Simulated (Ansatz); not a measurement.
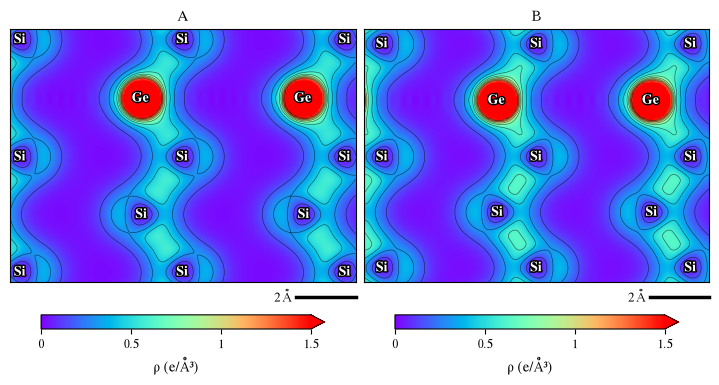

Si7Ge. The valence pseudo-density of two cells that differ in size and shape, on the (011̄) plane of each (indices in the axes of the calculation cell), at one length scale and on one colour scale: A has 20.9 Å³ an atom and B 18.4.

Space group P-42m; a structure from a database of computed crystals, not necessarily the ambient phase.

Method: DFT r2SCAN, scalar-relativistic, plane waves, PAW (Ansatz).

What does the compression do to the bonding and the properties?

Answer. From the larger cell to the smaller, Si–Ge goes from 2.41 to 2.31 Å, and the density at its midpoint from 0.54 to 0.62 e/Å³; Si–Si goes from 2.38 to 2.28 Å, and the density at its midpoint from 0.56 to 0.64 e/Å³; the pressure goes from −2.2 to 12 GPa.
